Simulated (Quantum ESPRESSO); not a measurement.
**Band-structure run, with input and output: TaS$_{2}$ (part 2 of 2)**

The same run, continued: TaS$_{2}$ (P-3m1, 3 atoms in the cell); Kohn-Sham DFT of a periodic cell, LDA, JTH 2.0 LDA, no spin polarisation (Quantum ESPRESSO 7.5); cutoff 489.81 eV, 9×9×5 k-mesh, fermi-dirac of 0.05 eV. The structure derives from an entry of the Crystallography Open Database.

Geometry of the input (Å; fractional positions):
```
3.3500  0.0000  0.0000
-1.6750  2.9012  0.0000
0.0000  0.0000  5.8600
Ta 0.0000  0.0000  0.0000
S  0.6667  0.3333  0.7500
S  0.3333  0.6667  0.2500
```

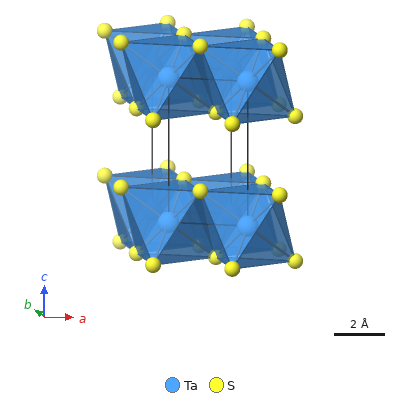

Figure 1. The structure as given in the input (polyhedral view of the cell of the calculation, seen slightly off an axis; polyhedra are completed across the faces of the cell).

Log, continued
```
   -58.3613 -24.8270 -24.8028 -24.8028  -4.4599  -3.0536   4.4841   6.1676
     6.1676   7.0320   9.5183   9.5183  10.3412  10.3412  11.5422  14.8436
    14.8436  15.7749  17.1657

          k = 0.0000 0.1283 0.0000 (  1383 PWs)   bands (ev):

   -58.3597 -24.8394 -24.8197 -24.8110  -4.5072  -2.6044   3.6132   5.8466
     6.2454   8.3452   8.9602   9.2115  10.3685  11.0811  11.0872  14.0692
    14.4398  16.4320  16.6166

          k = 0.0000 0.1283 0.1143 (  1392 PWs)   bands (ev):

   -58.3597 -24.8394 -24.8198 -24.8110  -4.4295  -2.7532   3.9157   5.8272
     6.2365   8.1953   8.5955   8.9847  10.4354  11.0894  11.5707  14.2152
    14.3624  16.3305  17.1303

          k = 0.0000 0.1283 0.2287 (  1392 PWs)   bands (ev):

   -58.3597 -24.8393 -24.8199 -24.8110  -4.2680  -3.0263   4.6320   5.5950
     6.2554   7.6601   8.2210   8.9098  10.4816  11.0768  12.0297  14.2690
    14.5933  16.5640  17.6923

          k = 0.0000 0.2566 0.0000 (  1397 PWs)   bands (ev):

   -58.3558 -24.9308 -24.8320 -24.8018  -3.9820  -2.6259   4.2311   5.4206
     6.4322   6.5077   8.3070   8.8452  10.0098  11.7469  11.8120  14.4275
    14.6591  17.3999  17.8381

          k = 0.0000 0.2566 0.1143 (  1405 PWs)   bands (ev):

   -58.3558 -24.9308 -24.8320 -24.8019  -3.9259  -2.7079   4.2536   5.5762
     6.3497   6.3910   8.3896   8.8473   9.8834  11.8637  12.2804  14.1218
    14.3964  16.9277  17.5136

          k = 0.0000 0.2566 0.2287 (  1387 PWs)   bands (ev):

   -58.3558 -24.9307 -24.8320 -24.8020  -3.7694  -2.9307   4.5710   5.4734
     6.3956   6.4769   8.2465   8.3562  10.0253  11.9087  12.6904  13.8041
    14.4520  16.9317  17.3628

          k = 0.0000 0.3849 0.0000 (  1394 PWs)   bands (ev):

   -58.3513 -25.0327 -24.8556 -24.7814  -3.3318  -2.5986   4.4266   5.2235
     5.6412   6.4388   7.8185   8.1083   9.7188  12.3010  12.5402  15.1660
    15.3224  16.7398  17.2239

          k = 0.0000 0.3849 0.1143 (  1392 PWs)   bands (ev):

   -58.3513 -25.0327 -24.8556 -24.7814  -3.3589  -2.5479   4.1814   4.9691
     6.0120   6.3722   8.2385   8.3431   9.4550  12.3299  12.9541  14.6246
    14.8283  16.0576  16.4987

          k = 0.0000 0.3849 0.2287 (  1402 PWs)   bands (ev):

   -58.3513 -25.0327 -24.8556 -24.7815  -3.2777  -2.6470   4.1495   4.9037
     6.3078   6.3352   8.2457   8.2977   9.4029  12.4014  12.9045  14.6023
    14.6453  15.9957  16.1987

          k = 0.0000 0.5132 0.0000 (  1396 PWs)   bands (ev):

   -58.3483 -25.0981 -24.8710 -24.7680  -3.0089  -2.3670   3.5275   5.5485
     6.0264   6.3290   7.0061   8.1527   9.5747  12.6988  13.2242  14.8347
    15.5336  16.1467  17.4847

          k = 0.0000 0.5132 0.1143 (  1405 PWs)   bands (ev):

   -58.3484 -25.0981 -24.8710 -24.7680  -3.0788  -2.2636   3.4550   5.0865
     6.2384   6.2694   7.6146   8.2760   9.4224  12.6917  13.2435  14.7976
    15.2143  15.7978  16.4967

          k = 0.0000 0.5132 0.2287 (  1397 PWs)   bands (ev):

   -58.3483 -25.0981 -24.8710 -24.7681  -3.1062  -2.2187   3.4138   4.9656
     6.2041   6.2083   8.1686   8.4164   9.1446  12.7047  13.1788  14.8769
    14.9309  15.6011  16.1153

          k = 0.1111 0.1925 0.0000 (  1402 PWs)   bands (ev):

   -58.3570 -24.9000 -24.8292 -24.8071  -4.1459  -2.6212   4.0513   5.5126
     6.3093   7.2632   8.0116   9.0989  10.4449  11.2550  11.8048  14.1593
    14.4724  17.5396  17.7844

          k = 0.1111 0.1925 0.1143 (  1397 PWs)   bands (ev):

   -58.3570 -24.9000 -24.8292 -24.8071  -4.0696  -2.7466   4.2746   5.4899
     6.2905   7.2438   7.9895   8.7188  10.6103  11.1826  12.1014  14.1258
    14.4066  17.6280  17.8572

          k = 0.1111 0.1925 0.2287 (  1388 PWs)   bands (ev):

   -58.3570 -24.8999 -24.8292 -24.8072  -3.9093  -2.9830   4.7728   5.3224
     6.2666   7.2875   7.8665   8.2044  10.7745  11.1549  12.5665  13.9960
    14.2911  17.7726  17.9510

          k = 0.1111 0.3208 0.0000 (  1404 PWs)   bands (ev):

   -58.3528 -24.9889 -24.8591 -24.7880  -3.5350  -2.6345   4.7407   5.2594
     5.5715   6.5466   7.4313   8.4247  10.3395  11.6777  12.5951  14.1100
    15.6025  17.6033  18.2696

          k = 0.1111 0.3208 0.1143 (  1399 PWs)   bands (ev):

   -58.3528 -24.9889 -24.8591 -24.7881  -3.5002  -2.6732   4.4936   5.3733
     5.7126   6.4964   7.5373   8.5799  10.1495  11.8177  12.8441  13.8974
    15.0387  16.9836  17.7381

          k = 0.1111 0.3208 0.2287 (  1397 PWs)   bands (ev):

   -58.3528 -24.9889 -24.8591 -24.7881  -3.3628  -2.8421   4.4960   5.2189
     6.0755   6.5535   7.5203   8.3090  10.2834  11.6849  13.0163  13.9417
    14.5666  17.0005  17.5900

          k = 0.1111 0.4491 0.0000 (  1413 PWs)   bands (ev):

   -58.3490 -25.0654 -24.8856 -24.7712  -3.0030  -2.5244   4.0702   5.2534
     5.9200   6.2785   7.2668   7.5314  10.3343  12.2275  13.1109  14.4570
    15.6023  17.1566  17.3847

          k = 0.1111 0.4491 0.1143 (  1405 PWs)   bands (ev):

   -58.3490 -25.0654 -24.8856 -24.7712  -3.0714  -2.4290   3.9609   4.8845
     6.1609   6.3434   7.3854   7.9332  10.0600  12.3808  13.1449  14.2350
    15.2187  16.5881  16.9967

          k = 0.1111 0.4491 0.2287 (  1403 PWs)   bands (ev):

   -58.3490 -25.0654 -24.8856 -24.7713  -3.0579  -2.4408   3.9130   4.7958
     6.1703   6.4863   7.4732   8.0636   9.9141  12.2579  13.0547  14.2858
    15.3279  16.2369  16.7040

          k = 0.1111 0.5774 0.0000 (  1410 PWs)   bands (ev):

   -58.3476 -25.0953 -24.8960 -24.7645  -2.8956  -2.3254   3.5522   5.4261
     5.9954   6.4450   7.1287   7.2124  10.3286  12.6624  13.0790  14.8511
    14.8822  16.8994  17.4535

          k = 0.1111 0.5774 0.1143 (  1407 PWs)   bands (ev):

   -58.3476 -25.0953 -24.8960 -24.7645  -2.9313  -2.2776   3.5394   5.2248
     6.0669   6.3695   7.3328   7.3975  10.1871  12.6367  13.0739  14.6795
    14.9965  16.7078  17.3547

          k = 0.1111 0.5774 0.2287 (  1407 PWs)   bands (ev):

   -58.3476 -25.0953 -24.8960 -24.7646  -2.9803  -2.2085   3.5036   5.0699
     6.0661   6.2273   7.5073   7.9134   9.8659  12.6254  13.0576  14.4523
    15.2991  16.1858  17.0978

          k = 0.2222 0.3849 0.0000 (  1416 PWs)   bands (ev):

   -58.3493 -25.0373 -24.9069 -24.7724  -2.9579  -2.6303   4.6720   5.1319
     5.5652   6.3254   6.5952   7.9013  10.8753  11.8822  13.0918  13.8523
    16.2257  16.6888  18.5602

          k = 0.2222 0.3849 0.1143 (  1408 PWs)   bands (ev):

   -58.3493 -25.0373 -24.9069 -24.7725  -2.9281  -2.6600   4.6228   4.8660
     5.9406   6.3616   6.6265   7.8806  10.8626  11.6944  13.0733  13.9333
    15.8184  17.4588  17.6341

          k = 0.2222 0.3849 0.2287 (  1404 PWs)   bands (ev):

   -58.3493 -25.0373 -24.9069 -24.7725  -2.8540  -2.7339   4.5529   4.6436
     6.3579   6.4448   6.6512   7.8233  10.9515  11.2925  13.0192  14.0785
    15.5002  17.3685  18.3177

          k = 0.2222 0.5132 0.0000 (  1413 PWs)   bands (ev):

   -58.3471 -25.0599 -24.9467 -24.7623  -2.6836  -2.4537   4.1123   5.0396
     5.7790   6.3452   6.5294   7.3752  11.1791  12.3270  12.8103  14.1800
    15.2260  16.3939  18.4246

          k = 0.2222 0.5132 0.1143 (  1407 PWs)   bands (ev):

   -58.3471 -25.0599 -24.9467 -24.7623  -2.7375  -2.3931   4.1042   4.9000
     5.8243   6.4228   6.6209   7.4318  10.9247  12.3033  12.7972  14.1812
    15.2990  17.0391  18.1203

          k = 0.2222 0.5132 0.2287 (  1410 PWs)   bands (ev):

   -58.3471 -25.0599 -24.9467 -24.7624  -2.7615  -2.3675   4.1100   4.8211
     5.8712   6.4269   6.7398   7.4839  10.7103  11.9910  12.7780  14.3566
    15.8005  17.3943  17.6162

          k = 0.3333 0.5774 0.0000 (  1416 PWs)   bands (ev):

   -58.3463 -25.0144 -25.0144 -24.7588  -2.4876  -2.4876   4.5793   4.8875
     4.8875   6.6053   6.6053   7.2370  11.4890  12.4885  12.4885  14.4978
    14.4978  15.9851  19.9272

          k = 0.3333 0.5774 0.1143 (  1422 PWs)   bands (ev):

   -58.3463 -25.0144 -25.0144 -24.7589  -2.4898  -2.4898   4.6787   4.8585
     4.8585   6.6964   6.6964   7.0325  11.5227  12.2112  12.2112  14.8394
    14.8394  16.3902  19.4434

          k = 0.3333 0.5774 0.2287 (  1410 PWs)   bands (ev):

   -58.3463 -25.0143 -25.0143 -24.7589  -2.4934  -2.4934   4.8159   4.8159
     4.8770   6.6767   6.8457   6.8457  11.5701  11.8464  11.8464  15.3534
    15.3534  17.3698  18.7857

          k = 0.0000 0.1283-0.1143 (  1392 PWs)   bands (ev):

   -58.3597 -24.8394 -24.8198 -24.8110  -4.4262  -2.7606   3.9430   5.7852
     6.2703   8.3566   8.4991   8.8704  10.4886  11.0758  11.4442  13.9989
    14.7228  16.4980  16.9889

          k = 0.0000 0.1283-0.2287 (  1392 PWs)   bands (ev):

   -58.3597 -24.8394 -24.8199 -24.8110  -4.2651  -3.0315   4.6663   5.5575
     6.2767   7.6326   8.2898   8.8401  10.4891  11.0694  11.9736  14.1059
    14.8257  16.6610  17.6162

          k = 0.0000 0.2566-0.1143 (  1405 PWs)   bands (ev):

   -58.3558 -24.9308 -24.8320 -24.8019  -3.8913  -2.7686   4.5521   5.2646
     6.4645   6.6301   8.2218   8.3426  10.1428  11.7565  11.8260  14.3682
    14.8935  17.7465  18.0043

          k = 0.0000 0.2566-0.2287 (  1387 PWs)   bands (ev):

   -58.3558 -24.9307 -24.8320 -24.8020  -3.7361  -2.9794   4.8272   5.2482
     6.4404   6.6189   7.9918   8.2540  10.1055  11.8805  12.2627  14.0484
    14.7636  17.4639  17.8605

          k = 0.0000 0.3849-0.1143 (  1392 PWs)   bands (ev):

   -58.3513 -25.0327 -24.8556 -24.7814  -3.2102  -2.7520   4.5213   5.2747
     5.7968   6.4398   7.4319   8.0904   9.7840  12.3081  12.3437  15.1937
    15.7444  16.6775  17.5798

          k = 0.0000 0.3849-0.2287 (  1402 PWs)   bands (ev):

   -58.3513 -25.0327 -24.8556 -24.7815  -3.1551  -2.8038   4.3358   5.0287
     6.2950   6.3733   7.6117   8.2087   9.6339  12.4057  12.4831  14.8591
    15.2566  16.3276  16.7909

          k = 0.0000 0.5132-0.1143 (  1405 PWs)   bands (ev):

   -58.3484 -25.0981 -24.8710 -24.7680  -2.9962  -2.3835   3.5477   5.5144
     6.0434   6.2921   7.0383   8.2210   9.5504  12.7149  13.1153  14.9147
    15.3336  16.4228  17.3444

          k = 0.0000 0.5132-0.2287 (  1397 PWs)   bands (ev):

   -58.3483 -25.0981 -24.8710 -24.7681  -3.0632  -2.2852   3.4728   5.1488
     6.1103   6.2165   7.7697   8.3828   9.3206  12.7205  13.1015  14.9385
    14.9712  15.9019  16.8074

          k =-0.1111 0.3208-0.1143 (  1399 PWs)   bands (ev):

   -58.3528 -24.9889 -24.8591 -24.7881  -3.4440  -2.7547   4.8678   5.1758
     5.6891   6.6537   7.3555   8.1395  10.5745  11.3642  12.6789  14.2498
    15.3992  17.9668  18.1702

          k =-0.1111 0.3208-0.2287 (  1397 PWs)   bands (ev):

   -58.3528 -24.9889 -24.8591 -24.7881  -3.3006  -2.9196   4.6492   5.2135
     6.0158   6.6749   7.4042   8.0391  10.5206  11.4248  12.8705  14.1441
    14.7943  17.5971  17.8555

          k =-0.1111 0.4491-0.1143 (  1405 PWs)   bands (ev):

   -58.3490 -25.0654 -24.8856 -24.7712  -2.9173  -2.6249   4.0956   5.3002
     6.0262   6.2584   7.2052   7.4244  10.4058  12.0029  13.0626  14.5364
    16.1638  16.6553  17.4261

          k =-0.1111 0.4491-0.2287 (  1403 PWs)   bands (ev):

   -58.3490 -25.0654 -24.8856 -24.7713  -2.9729  -2.5518   3.9954   4.9728
     6.1767   6.4350   7.4030   7.6455  10.1768  12.0289  13.0456  14.3694
    15.8655  16.5903  16.8069

          k =-0.2222 0.5132-0.1143 (  1407 PWs)   bands (ev):

   -58.3471 -25.0599 -24.9467 -24.7623  -2.6802  -2.4595   4.1259   5.0201
     5.7717   6.4096   6.5890   7.3151  11.1593  11.9783  12.8423  14.2475
    15.7294  16.5044  18.0863

          k =-0.2222 0.5132-0.2287 (  1410 PWs)   bands (ev):

   -58.3471 -25.0599 -24.9467 -24.7624  -2.7346  -2.4000   4.1180   4.8953
     5.8627   6.3469   6.7857   7.3944  10.8469  11.8328  12.8027  14.3436
    16.2918  16.7564  17.6636

     the Fermi energy is    10.3535 ev

!    total energy              =    -836.63962101 Ry
     total all-electron energy =      -836.639621 Ry
     estimated scf accuracy    <          1.7E-10 Ry
     smearing contrib. (-TS)   =      -0.00112739 Ry
     internal energy E=F+TS    =    -836.63849363 Ry

     The total energy is F=E-TS. E is the sum of the following terms:
     one-electron contribution =     -56.07813742 Ry
     hartree contribution      =      41.39161709 Ry
     xc contribution           =     -39.17993790 Ry
     ewald contribution        =    -110.70438621 Ry
     one-center paw contrib.   =    -672.06764918 Ry

     convergence has been achieved in  11 iterations

     negative rho (up, down):  1.044E-01 0.000E+00

     Forces acting on atoms (cartesian axes, Ry/au):

     atom    1 type  1   force =     0.00000000    0.00000000    0.00000000
     atom    2 type  2   force =     0.00000000   -0.00000000   -0.03005202
     atom    3 type  2   force =    -0.00000000    0.00000000    0.03005202

     Total force =     0.042500     Total SCF correction =     0.000039

     Computing stress (Cartesian axis) and pressure

     negative rho (up, down):  1.044E-01 0.000E+00
          total   stress  (Ry/bohr**3)                   (kbar)     P=       11.66
  -0.00003463   0.00000000  -0.00000000           -5.09        0.00       -0.00
   0.00000000  -0.00003463  -0.00000000            0.00       -5.09       -0.00
   0.00000000   0.00000000   0.00030706            0.00        0.00       45.17

=------------------------------------------------------------------------------=
   JOB DONE.
=------------------------------------------------------------------------------=
```

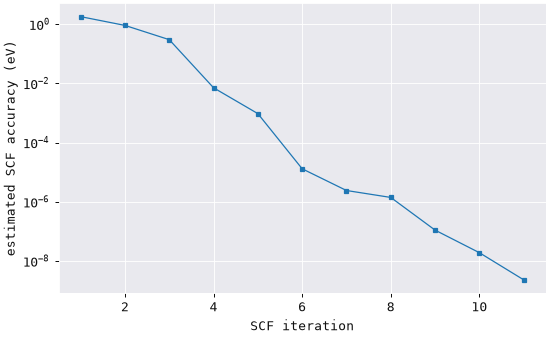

Figure 2. Convergence of the self-consistent field: estimated SCF accuracy against the iteration. The field takes 11 iterations in all.

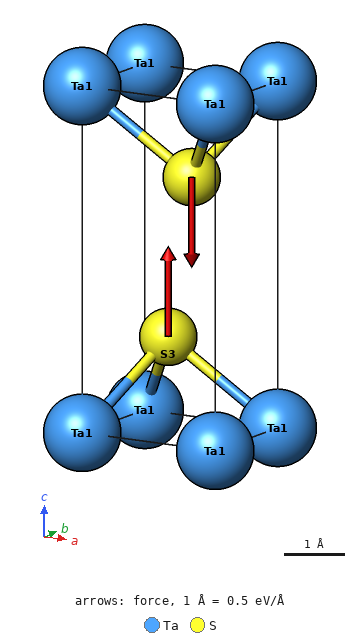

Figure 3. Forces on the atoms as red arrows (ball-and-stick view of the cell of the calculation, seen slightly off an axis; atoms are numbered from 1 in the order of the input). The largest act on S2, S3 (0.77 eV/Å). The geometry is not a stationary point of this energy.

Summary

- outcome: converged
- space group (tolerance 0.01 Å): P-3m1 (164)
- electrons treated: 25
- free energy: −11383.0619 eV
- Fermi energy: 10.353 eV
- gap on the k-point mesh: none (metallic)
- pressure: 1.17 GPa
- largest force (length of the vector): 0.773 eV/Å
- wall time: 40 s
- peak memory: 0.13 GiB

Notes

Notes on the run: negative rho. Spin–orbit coupling is left out, which matters for Ta. The cell holds an odd number of electrons but the run has no spin polarisation, so it comes out as a metal.
